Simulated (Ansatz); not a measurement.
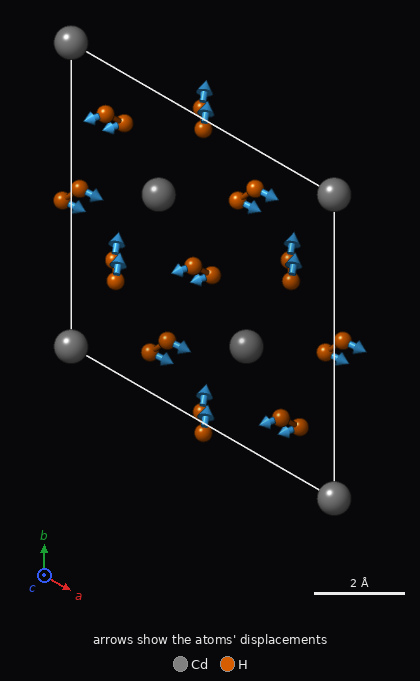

One vibrational mode of crystalline CdH₆ (a generated structure) at the zone centre. The blue arrows are the displacements of the atoms (eigenvector over the root of the mass), of arbitrary overall length and sign. A ball-and-stick model of the conventional cell (3 times the calculation's cell), seen along the c axis. Lengths and directions refer to the drawn axes.

Method: DFT PBE, scalar-relativistic, plane waves, PAW in Ansatz 0.2.0.

Input
```yaml
crystal:
  lattice:
    - [3.3885920606, 1.9564045383, 6.9401715859]
    - [-3.3885920606, 1.9564045383, 6.9401715859]
    - [0.0, -3.9128090767, 6.9401715859]
  atoms:
    - { symbol: Cd, position: [0.0, 0.0, 0.0] }
    - { symbol: H, position: [0.4529101005, 0.0216300582, 0.9830501347] }
    - { symbol: H, position: [0.0216300582, 0.9830501347, 0.4529101005] }
    - { symbol: H, position: [0.9830501347, 0.4529101005, 0.0216300582] }
    - { symbol: H, position: [0.5470898995, 0.9783699418, 0.0169498653] }
    - { symbol: H, position: [0.9783699418, 0.0169498653, 0.5470898995] }
    - { symbol: H, position: [0.0169498653, 0.5470898995, 0.9783699418] }
basis:
  ecutwfc: 420
kpoints:
  mp_grid: { grid: [6, 6, 6] }
hamiltonian:
  xc: pbe
scf:
  occupations: { method: fixed }
output:
  eigenvalues: true
phonons:
  method: dfpt
  dielectric: true
  rigid_motions: translations
  eigenvectors: true
```

Launched with:
```bash
ansatz run input.yaml --threads 1 --pin off --max-ram 2560MiB --backend cpu --events-out ev --progress --plain --runs-dir out
```

Frequencies are those without the non-analytic (LO–TO) term.

Q: Describe the mode and give its frequency.

A: This is the E_u mode (doubly degenerate; one member of the set is drawn) at 106 cm⁻¹, optical level 7 of 11, counted from below (3 lower levels are imaginary, so the structure is unstable), infrared-active by symmetry. The Cd atoms hardly move. Its infrared intensity is 0.0015 (D/Å)²/amu for the set.
